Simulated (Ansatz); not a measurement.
# Run report: Hf8HO16 (charge +1), geometry relaxation (part 1 of 3)

Hf8HO16 (defect cell, 25 atoms in the cell, total charge +1), computed with DFT PBE, scalar-relativistic, plane waves, PAW, no spin polarisation (Ansatz 0.2.0).

The structure derives from a Materials Project entry. It belongs to a series of runs on one base structure; here: H_i, charge +1, atoms relaxed at the host's cell.

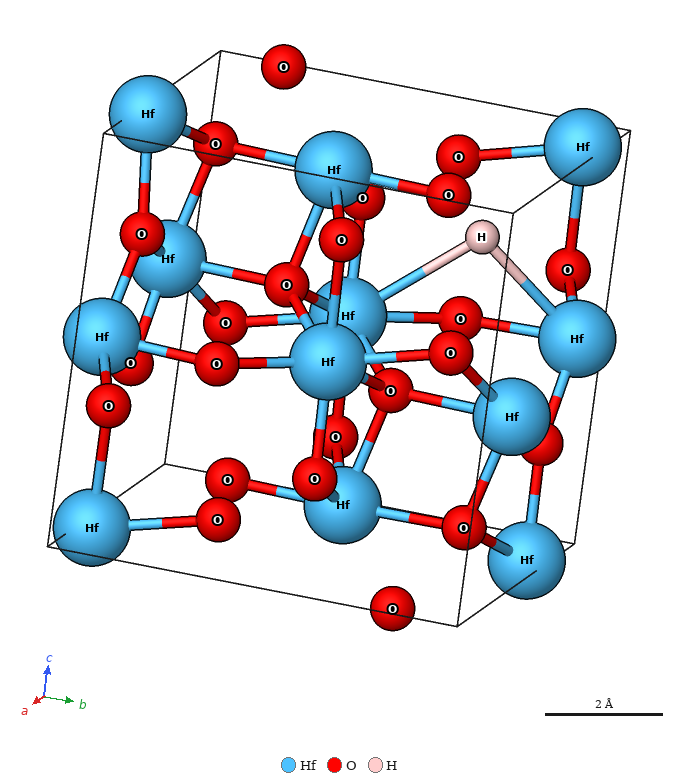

**Figure 1.** The input geometry (ball-and-stick view of the cell of the calculation, seen slightly off an axis).

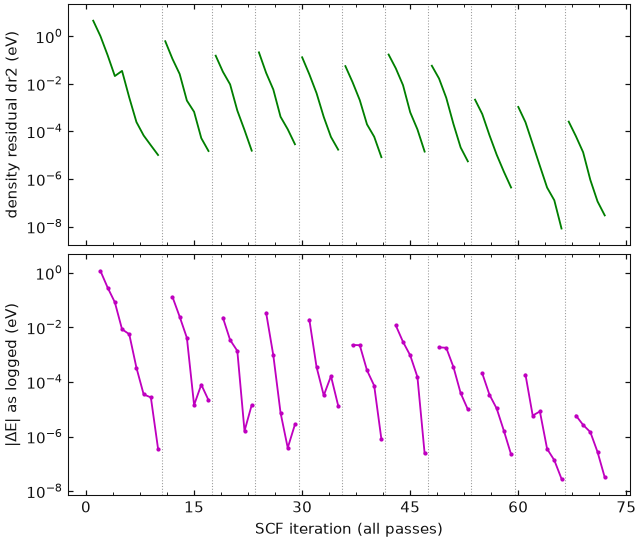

**Figure 2.** Convergence of the self-consistent field: density residual dr2 and size of the energy change against the SCF iteration. The dotted lines part the SCF passes of the relaxation: geometry steps, rejected trials and re-solves on a re-selected basis. The 11 passes take 6 to 10 iterations each, 72 in all.

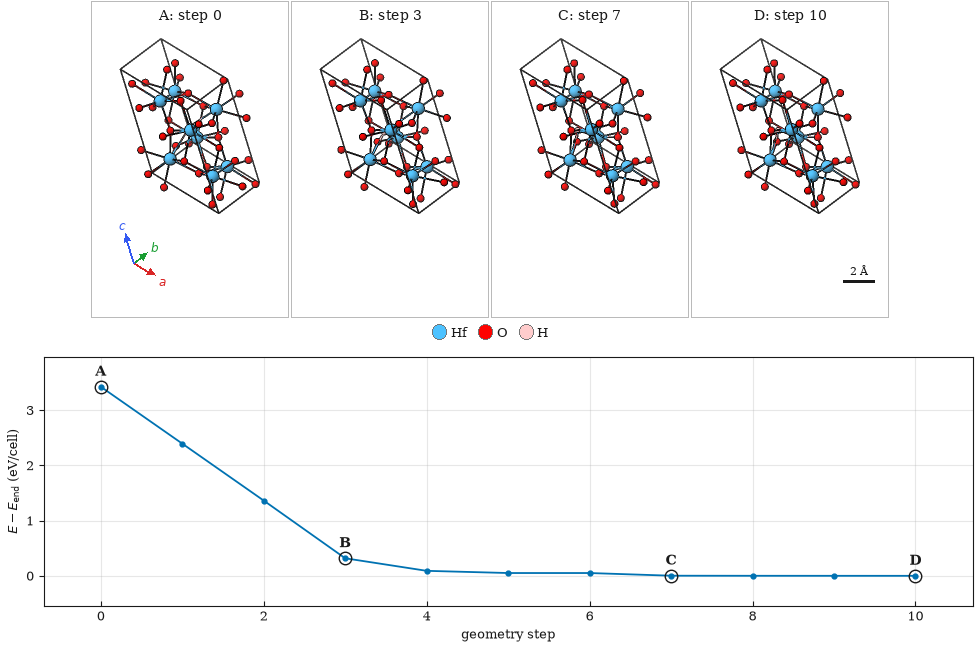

**Figure 3.** Frames of the relaxation (ball-and-stick view of the cell of the calculation (origin shifted), with bonded neighbours outside it, seen at an oblique angle) above the curves, on which the letters mark them (the first geometry is step 0 here and step 1 in the log).

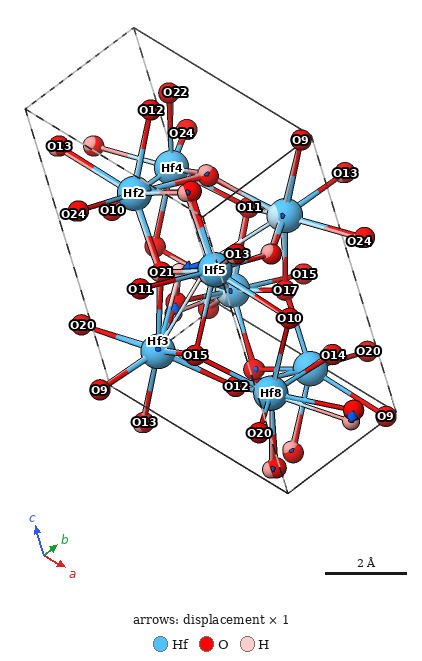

**Figure 4.** Start (faint) and end (solid) with the displacements as blue arrows, at true length (ball-and-stick view of the cell of the calculation (origin shifted), with bonded neighbours outside it, seen at an oblique angle). Over 10 geometry steps the energy falls by 3.425 eV per cell of the calculation. Largest force component: 2.4 eV/Å at the start, 0.0063 eV/Å at the end. H25 moves most: 0.85 Å. Largest moves by element: H 0.85 Å, O 0.34 Å, Hf 0.11 Å. The cell stays as it was. Among the contacts that change: Hf7–H25 2.089 → 3.010 Å, O23–H25 1.880 → 0.991 Å, Hf3–H25 2.704 → 2.346 Å, Hf1–H25 2.537 → 2.658 Å. New bonds form: O23–H25 (1.88 → 0.99 Å). Bonds break: Hf7–H25 (2.09 → 3.01 Å). Among the angles that change: Hf1–H25–Hf3 98.8° → 111.4°, Hf1–O14–Hf8 102.6° → 107.0°, Hf2–O16–Hf6 106.5° → 102.7°. (Atoms are counted from 1 in the order of the input.)

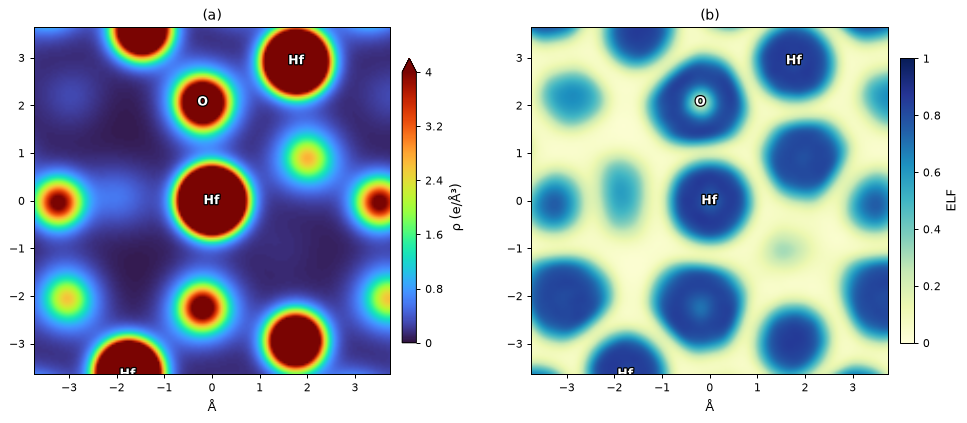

**Figure 5.** (a) valence electron density; (b) ELF on the (010) plane of the calculation cell. Hf–O (2.07 Å): ρ is about 0.78 e/Å³ halfway; the ELF peaks at about 0.85 in the valence shell of O, 0.6 Å from its nucleus, and drops to about 0.20 between the two atoms. Hf–O (2.16 Å): ρ is about 0.63 e/Å³ halfway; the ELF peaks at about 0.85 in the valence shell of O, 0.6 Å from its nucleus, and drops to about 0.15 between the two atoms. Away from the nuclei the density in this plane falls to 0.05 e/Å³ at its lowest. The strong features right at Hf lie inside the PAW spheres (semicore, d or f shells) and say nothing about bonding. The fields are those of the smooth PAW valence density.

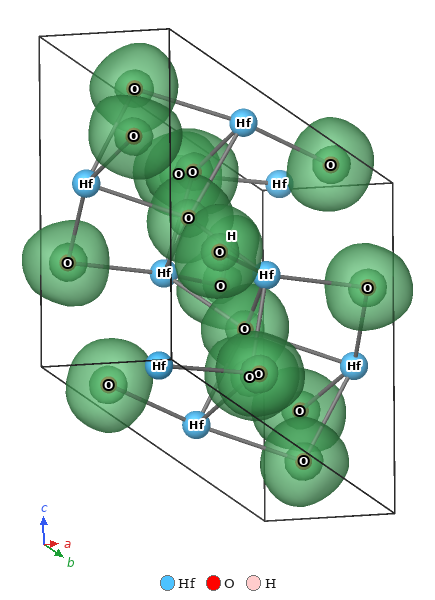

**Figure 6.** Isosurface of the electron localisation function at 0.7 (green), seen at an oblique angle. Only the valence region is drawn (cores and ρ < 0.01 e/Å³ removed). Sticks mark near contacts. The outline is the calculation cell. Values along the shortest contacts: O–H (0.99 Å): the ELF climbs to about 0.95 towards the hydrogen, as it does in any bond to H; a covalent bond by its length. Hf–O (2.05 Å): the ELF peaks at about 0.85 in the valence shell of O, 0.6 Å from its nucleus, and drops to about 0.20 between the two atoms.

These pictures come from the run below.

**The input**
```yaml
crystal:
  lattice:
    - [-4.2678164926, 0.0, -5.2715617563]
    - [5.1609167906, 5.2121152801, -0.0053389574]
    - [5.1609167906, -5.2121152801, -0.0053389574]
  atoms:
    - { symbol: Hf, position: [0.2960550166, 0.0150973975, 0.5584535755] }
    - { symbol: Hf, position: [0.2910410205, 0.5098745682, 0.057206783] }
    - { symbol: Hf, position: [0.2078519973, 0.4404269768, 0.4856840113] }
    - { symbol: Hf, position: [0.2108498505, 0.9449350414, 0.9914306124] }
    - { symbol: Hf, position: [0.7098151186, 0.4854822199, 0.9473449306] }
    - { symbol: Hf, position: [0.7131205076, 0.9897051209, 0.4482964648] }
    - { symbol: Hf, position: [0.7845246222, 0.0451994256, 0.0119344745] }
    - { symbol: Hf, position: [0.7917166455, 0.5546943783, 0.5137124375] }
    - { symbol: O, position: [0.0255239912, 0.1061189538, 0.3667167568] }
    - { symbol: O, position: [0.0252455371, 0.6064771209, 0.864964593] }
    - { symbol: O, position: [0.4783982969, 0.1386743113, 0.8970336101] }
    - { symbol: O, position: [0.4791174964, 0.6349857142, 0.3964894696] }
    - { symbol: O, position: [0.9783916014, 0.3922263662, 0.1368035875] }
    - { symbol: O, position: [0.979853512, 0.8915954496, 0.6371352829] }
    - { symbol: O, position: [0.523843909, 0.3642075973, 0.6088016245] }
    - { symbol: O, position: [0.5232959031, 0.8642703428, 0.1179887615] }
    - { symbol: O, position: [0.666433483, 0.0408741847, 0.6977669317] }
    - { symbol: O, position: [0.6531956676, 0.5263542043, 0.1964378476] }
    - { symbol: O, position: [0.8486482885, 0.8025517749, 0.9753169791] }
    - { symbol: O, position: [0.8478142386, 0.3055943167, 0.4711104481] }
    - { symbol: O, position: [0.3453169612, 0.4717168533, 0.8041757059] }
    - { symbol: O, position: [0.3487995979, 0.9756036645, 0.3082388755] }
    - { symbol: O, position: [0.1540034064, 0.6954038009, 0.5167024287] }
    - { symbol: O, position: [0.1542066456, 0.1939177731, 0.0289611903] }
    - { symbol: H, position: [0.4349033388, 0.7918583141, 0.7889902813] }
  host:
    lattice:
      - [5.1609167906, 0.0, -0.0053389574]
      - [0.0, 5.2121152801, 0.0]
      - [-0.893100298, 0.0, 5.2769007137]
    atoms:
      - { symbol: Hf, position: [0.2757342958, 0.4570632201, 0.7083729883] }
      - { symbol: Hf, position: [0.7242657042, 0.9570632201, 0.7916270117] }
      - { symbol: Hf, position: [0.7242657042, 0.5429367799, 0.2916270117] }
      - { symbol: Hf, position: [0.2757342958, 0.0429367799, 0.2083729883] }
      - { symbol: O, position: [0.4491832205, 0.7427866293, 0.9766468669] }
      - { symbol: O, position: [0.5508167795, 0.2427866293, 0.5233531331] }
      - { symbol: O, position: [0.5508167795, 0.2572133707, 0.0233531331] }
      - { symbol: O, position: [0.4491832205, 0.7572133707, 0.4766468669] }
      - { symbol: O, position: [0.0671205966, 0.3286479047, 0.3484179339] }
      - { symbol: O, position: [0.9328794034, 0.8286479047, 0.1515820661] }
      - { symbol: O, position: [0.9328794034, 0.6713520953, 0.6515820661] }
      - { symbol: O, position: [0.0671205966, 0.1713520953, 0.8484179339] }
total_charge: 1
basis:
  ecutwfc: 420
  xc_grid: 2
kpoints:
  mp_grid: { grid: [2, 2, 2], shift: [0.5, 0.5, 0.5] }
hamiltonian:
  xc: pbe
scf:
  occupations: { method: gaussian, width: 0.02 }
output:
  forces: true
  stress: false
  eigenvalues: true
  charged_corrections:
    defect_position: [0.45833333, 0.8125, 0.8125]
    epsilon: [[21.7109, 0.0, 1.5798], [0.0, 19.8712, 0.0], [1.5798, 0.0, 16.4012]]
  write_density: true
  write_potential: true
  elf: true
  volumetric_format: npy
relax:
  adjacent_minimum: "off"
  f_tol: 0.03
  max_steps: 40
```

Launched with:
```bash
ansatz run input.yaml --threads 8 --pin off --max-ram 16384MiB --backend cpu --events-out ev --progress --plain --runs-dir out
```

**The program's output**
```
Engine: ansatz 0.2.0, aarch64-unknown-linux-gnu
Pseudopotentials: kind: paw
Pseudopotential: Hf, paw, valence charge 26, recommended cutoff 420 eV (normal), Hf.paw.azcp
Pseudopotential: O, paw, valence charge 6, recommended cutoff 420 eV (normal), O.paw.azcp
Pseudopotential: H, paw, valence charge 1, recommended cutoff 420 eV (normal), H.paw.azcp
Functional definition: PBE
  parameter kappa = 0.804
  parameter beta = 0.06672455060314922
  exchange = pbe_x(kappa = kappa, mu = beta*pi^2/3)
  correlation = pbe_c(beta = beta)
Crystal: 25 atoms, lattice volume = 283.840 Å³
Basis set: ecut = 420 eV, 5549 PW (Γ), exchange–correlation on 96×100×100 points (8 copies of the dense FFT grid, shifted against one another)
Bands: 183, of which v1, the nominal top of the filled ones, is band 152 counted from 1 (151 counted from 0)
Symmetry: 1 space group operations
Space group: P1 (ITA 1), of the structure as read, at distance tolerance 6.6e-5 Å
k-points: 4 of 8 (time reversal used)
Non-local potential: Hf, projectors of the file, l = 0: 3, l = 1: 2, l = 2: 2, l = 3: 3
Non-local potential: O, projectors of the file, l = 0: 2, l = 1: 2, l = 2: 1
Non-local potential: H, projectors of the file, l = 0: 2, l = 1: 1
PAW form: soft (Blöchl's): semilocal exchange-correlation on the pseudo side does not see the compensation charge
PAW one-centre angular grid: Hf, 590 points (default); XC on 64 Gauss nodes
PAW one-centre angular grid: O, 110 points (default); XC on 64 Gauss nodes
PAW one-centre angular grid: H, 110 points (default); XC on 64 Gauss nodes
Initial density: superposition of atomic densities (neutral atoms scaled as one to the charged cell's electrons: chi_scale 0, normalization atom), corrected by the library's trained network
Initial wavefunctions: pseudopotential atomic-orbital guess
Functional: x = pbe(κ = 0.804, μ = 0.2195149727645171), c = pbe(β = 0.06672455060314922)
SCF iter   1: F=—  HF=-134922.790968 eV  |F-HF|=—  |Δ(HF+E_count)|=         —  Δρ=2.98e-2  dr2=4.53e0  ethr=1.77e-3  ⟨swp⟩=6.0  Hψ=2183  notcnv=0  defer=86
preconditioner: auto → Resta (q_TF=auto, 2.760 Å⁻¹)  ε∞=5.2  [insulator: Δε(μ)=2.189 eV  Ē_g=18.148 eV  σ=0.020 eV  W_gap=1.00  n_scr=104 (ndim 8)  ℏωp=37.4 eV  f_vac=0.068  D(μ)=0.00/eV (n_scr^D=0)  ε∞_Penn≈5.2]
SCF iter   2: F=—  HF=-134921.622166 eV  |F-HF|=—  |Δ(HF+E_count)|=    1.17e0  Δρ=1.39e-2  dr2=1.02e0  ethr=1.49e-3  ⟨swp⟩=3.0  Hψ=868  notcnv=0  defer=104
SCF iter   3: F=—  HF=-134921.334473 eV  |F-HF|=—  |Δ(HF+E_count)|=   2.88e-1  Δρ=7.10e-3  dr2=1.60e-1  ethr=3.37e-4  ⟨swp⟩=3.0  Hψ=1092  notcnv=0  defer=104
SCF iter   4: F=—  HF=-134921.251203 eV  |F-HF|=—  |Δ(HF+E_count)|=   8.33e-2  Δρ=3.10e-3  dr2=2.13e-2  ethr=5.25e-5  ⟨swp⟩=2.0  Hψ=1471  notcnv=0  defer=104
SCF iter   5: F=—  HF=-134921.259744 eV  |F-HF|=—  |Δ(HF+E_count)|=   8.54e-3  Δρ=3.52e-3  dr2=3.51e-2  ethr=7.00e-6  ⟨swp⟩=2.0  Hψ=1256  notcnv=0  defer=104
SCF iter   6: F=—  HF=-134921.254100 eV  |F-HF|=—  |Δ(HF+E_count)|=   5.64e-3  Δρ=9.37e-4  dr2=2.67e-3  ethr=7.00e-6  ⟨swp⟩=2.0  Hψ=1128  notcnv=0  defer=104
SCF iter   7: F=—  HF=-134921.253770 eV  |F-HF|=—  |Δ(HF+E_count)|=   3.31e-4  Δρ=2.80e-4  dr2=2.47e-4  ethr=8.77e-7  ⟨swp⟩=2.0  Hψ=1112  notcnv=0  defer=104
SCF iter   8: F=—  HF=-134921.253805 eV  |F-HF|=—  |Δ(HF+E_count)|=   3.51e-5  Δρ=1.54e-4  dr2=6.74e-5  ethr=8.13e-8  ⟨swp⟩=2.0  Hψ=1236  notcnv=0  defer=104
SCF iter   9: F=—  HF=-134921.253832 eV  |F-HF|=—  |Δ(HF+E_count)|=   2.72e-5  Δρ=9.29e-5  dr2=2.60e-5  ethr=7.40e-9  ⟨swp⟩=17.5  Hψ=7795  notcnv=0
SCF iter  10: F=-134921.253824 eV  HF=-134921.253832 eV  |F-HF|=8.16e-6  |Δ(HF+E_count)|=   3.56e-7  Δρ=6.26e-5  dr2=1.02e-5  ethr=7.40e-9  ⟨swp⟩=12.0  Hψ=7252  notcnv=0
SCF 1 converged in 10 iterations: F = -134921.253824 eV  dr2 = 1.02e-5
  greatest PAW one-centre occupation: 0.999 electrons in one spin orbital (limit 2), on the Hf atom at site 2 (counted from 0), in its partial waves of l = 0
relax step   1: F+E_penalty+E_count = -134921.25382403 eV  Δ(F+E_penalty+E_count) = +0.000e0 eV  max|allowed force component| = 2.449e0 eV/Å  Δτ_max = 0.0000 Å  (10 SCF iters, dr2 threshold 2.25e-5 eV, accepted)
Initial density: handed on by an earlier stage of this run
Initial wavefunctions: those handed on with the density
iter 1 solved again at ethr=2.06e-4 eV; its pass at ethr=3.10e-3 eV (dr2=6.26e-1 eV) is discarded
SCF iter   1: F=—  HF=-134922.443980 eV  |F-HF|=—  |Δ(HF+E_count)|=         —  Δρ=1.43e-2  dr2=6.20e-1  ethr=2.06e-4  ⟨swp⟩=1.0  Hψ=2156  notcnv=0  defer=103
preconditioner: auto → Resta (q_TF=auto, 2.760 Å⁻¹)  ε∞=5.4  [insulator: Δε(μ)=2.501 eV  Ē_g=17.906 eV  σ=0.020 eV  W_gap=1.00  n_scr=104 (ndim 8)  ℏωp=37.4 eV  f_vac=0.075  D(μ)=0.00/eV (n_scr^D=0)  ε∞_Penn≈5.4]
SCF iter   2: F=—  HF=-134922.312812 eV  |F-HF|=—  |Δ(HF+E_count)|=   1.31e-1  Δρ=6.63e-3  dr2=1.12e-1  ethr=2.04e-4  ⟨swp⟩=2.5  Hψ=1223  notcnv=0  defer=103
SCF iter   3: F=—  HF=-134922.288252 eV  |F-HF|=—  |Δ(HF+E_count)|=   2.46e-2  Δρ=2.91e-3  dr2=2.59e-2  ethr=3.69e-5  ⟨swp⟩=3.0  Hψ=1256  notcnv=0  defer=104
SCF iter   4: F=—  HF=-134922.284109 eV  |F-HF|=—  |Δ(HF+E_count)|=   4.14e-3  Δρ=9.90e-4  dr2=1.98e-3  ethr=8.51e-6  ⟨swp⟩=2.2  Hψ=1184  notcnv=0  defer=103
SCF iter   5: F=—  HF=-134922.284123 eV  |F-HF|=—  |Δ(HF+E_count)|=   1.43e-5  Δρ=4.97e-4  dr2=6.67e-4  ethr=6.53e-7  ⟨swp⟩=2.0  Hψ=1221  notcnv=0  defer=103
SCF iter   6: F=—  HF=-134922.284043 eV  |F-HF|=—  |Δ(HF+E_count)|=   7.99e-5  Δρ=1.41e-4  dr2=5.20e-5  ethr=3.29e-8  ⟨swp⟩=15.8  Hψ=7066  notcnv=0
SCF iter   7: F=-134922.284053 eV  HF=-134922.284065 eV  |F-HF|=1.18e-5  |Δ(HF+E_count)|=   2.16e-5  Δρ=8.07e-5  dr2=1.50e-5  ethr=1.71e-8  ⟨swp⟩=12.0  Hψ=7389  notcnv=0
SCF 2 converged in 7 iterations: F = -134922.284053 eV  dr2 = 1.50e-5
[... from here on the iterations of each SCF are left out, up to the last one ...]
relax step   2: F+E_penalty+E_count = -134922.28405295 eV  Δ(F+E_penalty+E_count) = -1.030e0 eV  max|allowed force component| = 2.228e0 eV/Å  Δτ_max = 0.1949 Å  (7 SCF iters, dr2 threshold 1.00e-4 eV, accepted)
preconditioner: auto → Resta (q_TF=auto, 2.760 Å⁻¹)  ε∞=5.3  [insulator: Δε(μ)=3.699 eV  Ē_g=17.950 eV  σ=0.020 eV  W_gap=1.00  n_scr=104 (ndim 8)  ℏωp=37.4 eV  f_vac=0.076  D(μ)=0.00/eV (n_scr^D=0)  ε∞_Penn≈5.3]
SCF 3 converged in 6 iterations: F = -134923.315859 eV  dr2 = 1.55e-5
relax step   3: F+E_penalty+E_count = -134923.31585896 eV  Δ(F+E_penalty+E_count) = -1.032e0 eV  max|allowed force component| = 3.294e0 eV/Å  Δτ_max = 0.1966 Å  (6 SCF iters, dr2 threshold 1.00e-4 eV, accepted)
preconditioner: auto → Resta (q_TF=auto, 2.760 Å⁻¹)  ε∞=5.3  [insulator: Δε(μ)=4.176 eV  Ē_g=18.034 eV  σ=0.020 eV  W_gap=1.00  n_scr=104 (ndim 8)  ℏωp=37.4 eV  f_vac=0.080  D(μ)=0.00/eV (n_scr^D=0)  ε∞_Penn≈5.3]
SCF 4 converged in 6 iterations: F = -134924.360795 eV  dr2 = 2.89e-5
relax step   4: F+E_penalty+E_count = -134924.36079530 eV  Δ(F+E_penalty+E_count) = -1.045e0 eV  max|allowed force component| = 1.276e0 eV/Å  Δτ_max = 0.1955 Å  (6 SCF iters, dr2 threshold 1.00e-4 eV, accepted)
preconditioner: auto → Resta (q_TF=auto, 2.760 Å⁻¹)  ε∞=5.3  [insulator: Δε(μ)=4.249 eV  Ē_g=18.046 eV  σ=0.020 eV  W_gap=1.00  n_scr=104 (ndim 8)  ℏωp=37.4 eV  f_vac=0.082  D(μ)=0.00/eV (n_scr^D=0)  ε∞_Penn≈5.3]
SCF 5 converged in 6 iterations: F = -134924.588080 eV  dr2 = 1.71e-5
relax step   5: F+E_penalty+E_count = -134924.58808009 eV  Δ(F+E_penalty+E_count) = -2.273e-1 eV  max|allowed force component| = 5.478e-1 eV/Å  Δτ_max = 0.1978 Å  (6 SCF iters, dr2 threshold 1.00e-4 eV, accepted)
preconditioner: auto → Resta (q_TF=auto, 2.760 Å⁻¹)  ε∞=5.3  [insulator: Δε(μ)=4.276 eV  Ē_g=18.038 eV  σ=0.020 eV  W_gap=1.00  n_scr=104 (ndim 8)  ℏωp=37.4 eV  f_vac=0.082  D(μ)=0.00/eV (n_scr^D=0)  ε∞_Penn≈5.3]
SCF 6 converged in 6 iterations: F = -134924.627872 eV  dr2 = 8.24e-6
relax step   6: F+E_penalty+E_count = -134924.62787236 eV  Δ(F+E_penalty+E_count) = -3.979e-2 eV  max|allowed force component| = 1.057e0 eV/Å  Δτ_max = 0.1913 Å  (6 SCF iters, dr2 threshold 4.50e-5 eV, accepted)
preconditioner: auto → Resta (q_TF=auto, 2.760 Å⁻¹)  ε∞=5.3  [insulator: Δε(μ)=4.332 eV  Ē_g=18.036 eV  σ=0.020 eV  W_gap=1.00  n_scr=104 (ndim 8)  ℏωp=37.4 eV  f_vac=0.082  D(μ)=0.00/eV (n_scr^D=0)  ε∞_Penn≈5.3]
SCF 7 converged in 6 iterations: F = -134924.628006 eV  dr2 = 1.42e-5
relax step   7: F+E_penalty+E_count = -134924.62800602 eV  Δ(F+E_penalty+E_count) = -1.337e-4 eV  max|allowed force component| = 3.170e-1 eV/Å  Δτ_max = 0.2000 Å  (6 SCF iters, dr2 threshold 1.00e-4 eV, accepted)
preconditioner: auto → Resta (q_TF=auto, 2.760 Å⁻¹)  ε∞=5.3  [insulator: Δε(μ)=4.305 eV  Ē_g=18.052 eV  σ=0.020 eV  W_gap=1.00  n_scr=104 (ndim 8)  ℏωp=37.4 eV  f_vac=0.081  D(μ)=0.00/eV (n_scr^D=0)  ε∞_Penn≈5.3]
SCF 8 converged in 6 iterations: F = -134924.676423 eV  dr2 = 5.51e-6
```
